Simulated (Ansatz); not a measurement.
Al

The calculation's input:

```
crystal:
  lattice:
    - [0.0, -3.1887371512, 3.1887371512]
    - [3.1887371512, -3.1887371512, 0.0]
    - [3.1887371512, 0.0, 3.1887371512]
  atoms:
    - { symbol: Al, position: [-0.0133649384, 0.0067641886, -0.0155307418] }
    - { symbol: Al, position: [0.1944078162, 0.2548639412, 0.2657537494] }
    - { symbol: Al, position: [0.5365424949, 0.5739898901, 0.4468042183] }
    - { symbol: Al, position: [0.7824146273, 0.6643819801, 0.802972774] }
basis:
  ecutwfc: 500
kpoints:
  mp_grid: { grid: [10, 10, 10] }
hamiltonian:
  xc: r2scan
scf:
  occupations: { method: gaussian, width: 0.15 }
output:
  forces: true
  stress: true
  eigenvalues: true
  write_density: true
  write_potential: true
  elf: true
  volumetric_format: npy
relax:
  adjacent_minimum: "off"
  f_tol: 0.01
  max_steps: 80
  cell: { stress_tol: 0.1 }
```

Run with:

```sh
ansatz run input.yaml --threads 1 --pin off --max-ram 2560MiB --backend cpu --events-out ev --progress --plain --runs-dir out
```

The fields are those of the run's last geometry, not of the input's.

Space group I4/mmm; a structure from a database of computed crystals, not necessarily the ambient phase; changed on purpose from its base cell (all atoms moved at random, sigma 0.15 A a component; relaxed back).

The calculation used DFT r2SCAN, scalar-relativistic, plane waves, PAW in Ansatz 0.2.0.

In a PAW calculation such maps are meaningful between the atoms, not at the nuclei.

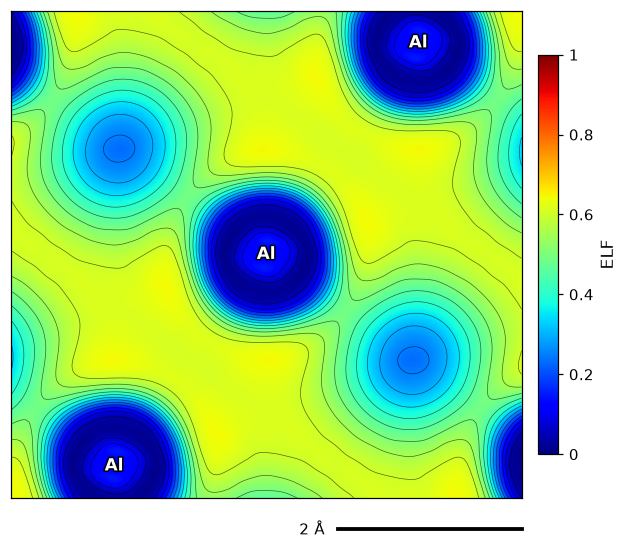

Figure 1. Electron localisation function on the (110) plane of the calculation cell.

### Interpret the plot.

Atoms in the plane: Al.
Al–Al (2.84 Å): the ELF peaks at about 0.60 between the atoms.

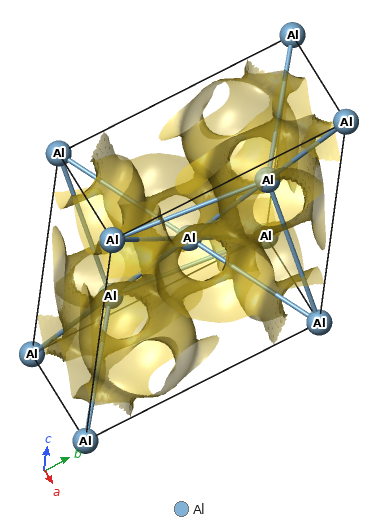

Figure 2. Isosurface of the ELF at 0.55 (yellow), seen at an oblique angle. Core shells and regions of very low density are left out. Sticks mark near contacts.

### Identify the bonds, lone pairs and shells in this picture.

The ELF exceeds this value in one network that runs through the whole crystal, counted in one cell of 4 atoms. Any copies at cell faces, edges or corners count once. There are no localised bonds or lone pairs at this value. Along the contacts the grid gives the following. Al–Al (2.82 Å): the ELF peaks at about 0.65 between the atoms.

### Metal or insulator at this level of theory?

It is gapless in this calculation (a metal or semimetal).
